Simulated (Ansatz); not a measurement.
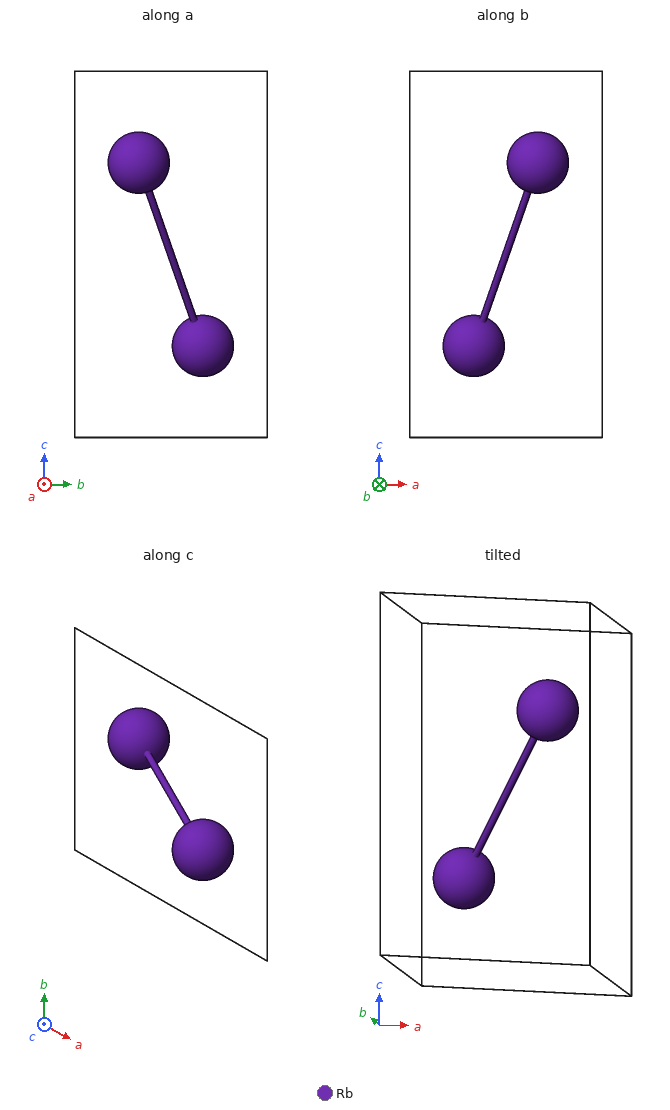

The image is a ball-and-stick drawing of a crystal, viewed along the a axis, along the b axis, along the c axis and slightly off an axis. Thin lines show the conventional unit cell, with boundary atoms drawn in all their periodic places.

Lattice parameters: a = 4.782 Å, b = 4.782 Å, c = 7.886 Å, α = 90.00°, β = 90.00°, γ = 120.00°. Put a along x and b in the xy plane.

Q: Convert the drawing into a POSCAR file.

A:
```
Rb
1.0
     4.782    0.000    0.000
    -2.391    4.142    0.000
     0.000    0.000    7.886
Rb
2
Direct
  0.3333 0.6667 0.2500
  0.6667 0.3333 0.7500
```

It derives from a structure type filled with this element by a generator (whether the element takes this form wasn't checked). The structure drawn was relaxed with DFT, LDA (PW92), plane waves (420 eV) with PAW, scalar-relativistic (Ansatz 0.2.0).
